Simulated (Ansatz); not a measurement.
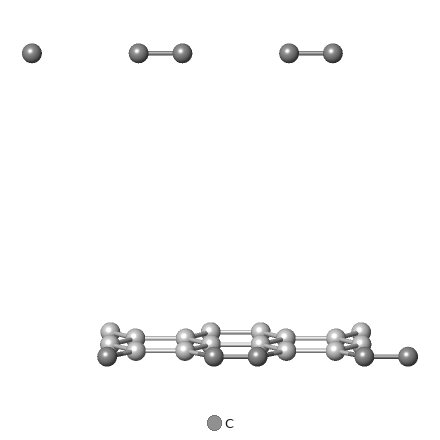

The system is Cl on a C(111) slab cut from the P6/mmm phase, its upper half relaxed before the scan (20 atoms of substrate and one adsorbate in a 2 × 1 cell); the picture shows it without the atoms that are moved over the map. Cl is moved over the surface cell; relaxed at each place: the height of the adsorbate's atoms; substrate rigid; the origin of the map has the adsorbate above C17. Places are given modulo a cell vector. The map is drawn in real space over the plane of the surface. The scan uses a 4 × 4 grid. Places are given in fractions of the 1 × 1 surface cell. Energies: eV, counted from the lowest grid point. At some places the adsorbate sinks to or below the level of the top layer. Level of theory: Ansatz, DFT PBE, scalar-relativistic, plane waves, PAW. Settings: cutoff 420 eV, k-mesh 4×3×1, gaussian smearing 0.1 eV, no spin polarisation.

Range: position of Cl21 along the first surface vector from 0.00 to 0.75; position of Cl21 along the second surface vector from 0.00 to 0.75.

Predict the map.

The lowest grid point is at (2/4, 0/4) of the cell vectors [nearest 1 C at 1.82 Å]. The highest grid point, a place at or below the level of the top layer, (1/4, 3/4) of the cell vectors, lies 1.95 eV above the lowest. At the lowest point the adsorbate has 1 C at 1.82 Å as nearest neighbours, at the highest 2 C at 2.45 Å. Its relaxed height above the top atom is 1.59 Å at the lowest and −1.48 Å at the highest point.

```tsv
second ↓, first →	0/4	1/4	2/4	3/4
3/4	1.29	1.95	1.29	1.52
2/4	1.81	1.82	1.81	1.82
1/4	1.62	1.51	1.65	1.51
0/4	0.96	0.10	0.00	1.27
```

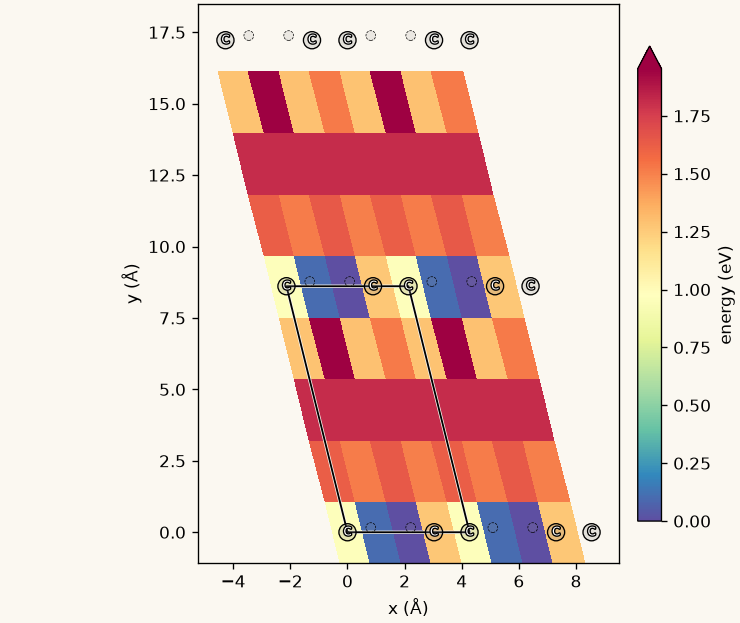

In the figure: one coloured cell a grid point, labelled circles for the atoms of the top layer and small ones for the second layer, the outline of one cell of the 2 × 2 shown, one colour for all values above the top of the scale.

Each point was launched as `ansatz run input.yaml --threads 4 --pin off --max-ram 12288MiB --backend cpu --events-out ev --progress --plain --runs-dir out`. Time for the 16 points that were run: 33 min on 4 threads of Arm Neoverse V2, on a shared host.

PAW datasets: the set soft_1.
